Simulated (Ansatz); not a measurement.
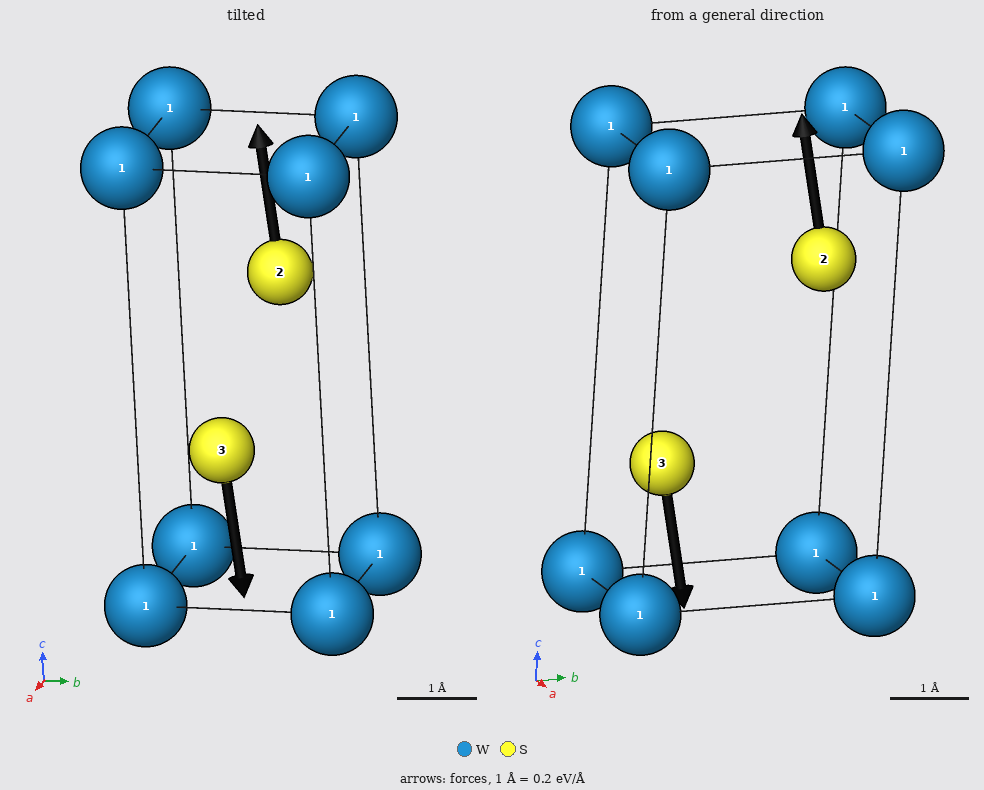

Shown here is a spheres-only view of the crystal, taken slightly off an axis and from a general direction. The cell (the run's own, in a reduced setting) is outlined; an atom on or near a face, edge or corner is repeated at each equivalent position. The arrows are the computed forces on the atoms.

System: WS2. Run with DFT, HSE06, plane waves, PAW (Ansatz 0.2.0) and these settings: wavefunction cutoff 420 eV, k-points about 0.38 Å⁻¹ apart, Fermi-Dirac smearing of 0.02 eV, no spin polarisation.

> Is the structure at rest?

No. The atoms still feel forces of up to about 0.31 eV/Å, far above a usual threshold of 0.01 to 0.03 eV/Å.

> Where is the maximum force, and how large is it?

S2 and S3, about 0.31 eV/Å.

The initial geometry was a structure type filled with these elements by a generator (whether the compound takes this form wasn't checked). Earlier steps of the study, as a rule a relaxation of our own, may have changed the cell and positions, so they can lie some per cent off the listed ones. A calculation with Ansatz used it as input.
